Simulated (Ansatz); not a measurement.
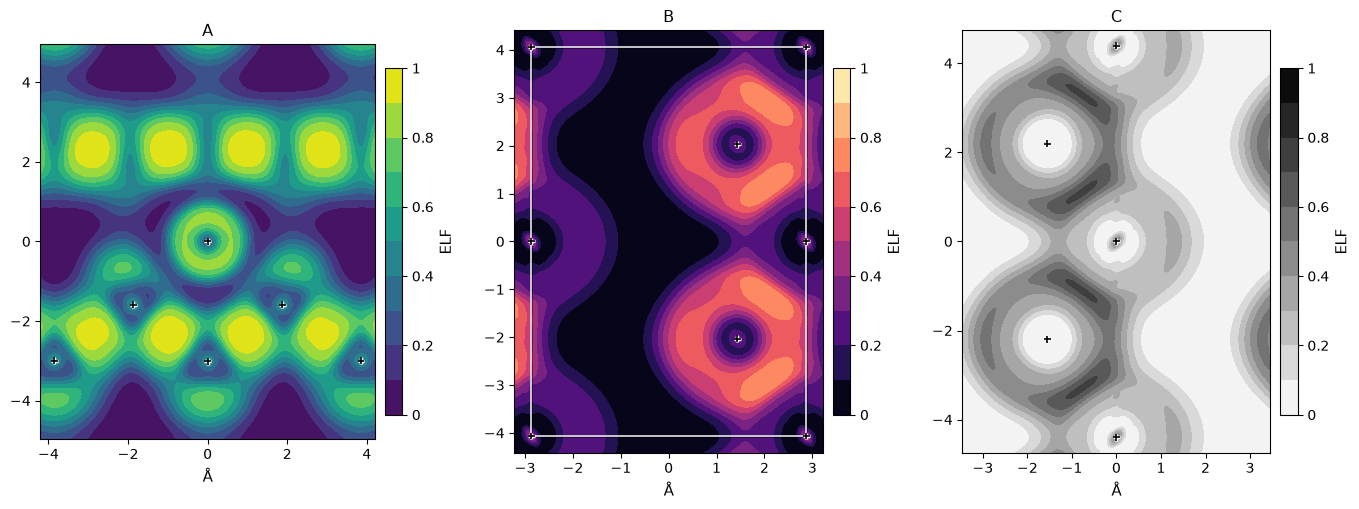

The ELF of 3 systems, each on a plane through atoms (crosses mark nuclei in the plane).

Theory: DFT PBE, scalar-relativistic, plane waves, PAW in Ansatz 0.2.0.

System 1: Si16O (cell charge −1, with a compensating background) (cell with a defect), the (110) plane of the calculation cell. Spin-polarised.

```
Si O
1.0
     0.00000    0.00000    6.36502
    -3.85128    6.67061    0.00000
    -3.85128   -6.67061    0.00000
Si O
16 1
Direct
  0.06653 0.16185 0.32370
  0.06389 0.66667 0.33333
  0.06653 0.16185 0.83815
  0.06653 0.67630 0.83815
  0.56512 0.83166 0.16834
  0.56512 0.33667 0.16834
  0.56512 0.83166 0.66333
  0.56517 0.33333 0.66667
  0.43347 0.16185 0.32370
  0.43611 0.66667 0.33333
  0.43347 0.16185 0.83815
  0.43347 0.67630 0.83815
  0.93488 0.83166 0.16834
  0.93488 0.33667 0.16834
  0.93488 0.83166 0.66333
  0.93483 0.33333 0.66667
  0.25000 0.00000 0.00000
```

System 2: GaSb, the (110) plane of the conventional cell. Space group F-43m.

```
CELL_PARAMETERS angstrom
6.21384 0.00000 0.00000
0.00000 0.00000 -6.21384
0.00000 6.21384 0.00000
ATOMIC_POSITIONS crystal
Ga 0.50000 0.50000 0.00000
Ga 0.00000 0.50000 0.50000
Ga 0.00000 0.00000 0.00000
Ga 0.50000 0.00000 0.50000
Sb 0.75000 0.75000 0.25000
Sb 0.25000 0.75000 0.75000
Sb 0.25000 0.25000 0.25000
Sb 0.75000 0.25000 0.75000
```

System 3: GaAs, the (011) plane of the conventional cell. Space group F-43m.

Question: Which map belongs to which system?

Answer: Panel A is system 1, Si16O: the plane holds Si and O. Si–Si (2.36 Å): the ELF peaks at about 0.95 between the atoms. Panel B is system 3, GaAs: the plane holds Ga and As. Ga–As (2.49 Å): the ELF peaks at about 0.80 between the atoms: localised, covalent bonding. Panel C is system 2, GaSb: the plane holds Ga and Sb. Ga–Sb (2.69 Å): the ELF peaks at about 0.70 between the atoms.
